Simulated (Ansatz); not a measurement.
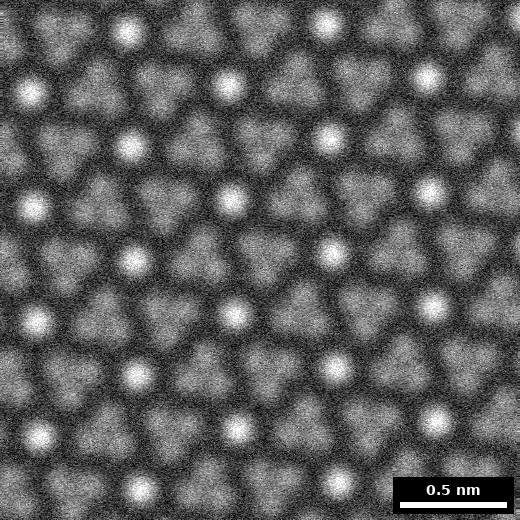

HRTEM-like image of Si (Ia-3, No. 206) along [111]. Simulated in the weak-phase-object approximation with neutral-atom potentials: 80 kV, Cs = −20 µm, defocus +110 Å (negative is underfocus), defocus spread 8 Å, aperture 0.78 1/Å. Shot noise and a slight drift were added. Atomic positions: the geometry given to an electronic-structure calculation, possibly off equilibrium.

Do the atom columns appear dark or bright, and why?

Bright. With negative Cs and overfocus sin χ is positive over the pass band, so the strongest columns (Si) come out brighter than the background.

What point resolution do these settings give, and which lattice spacings pass?

About 1.3 Å (0.66 |Cs|^(1/4) λ^(3/4) with λ = 0.0418 Å). The spacings that carry visible contrast are {211} at 2.71 Å, {220} at 2.35 Å, {312} at 1.78 Å, {321} at 1.78 Å, {413} at 1.30 Å.
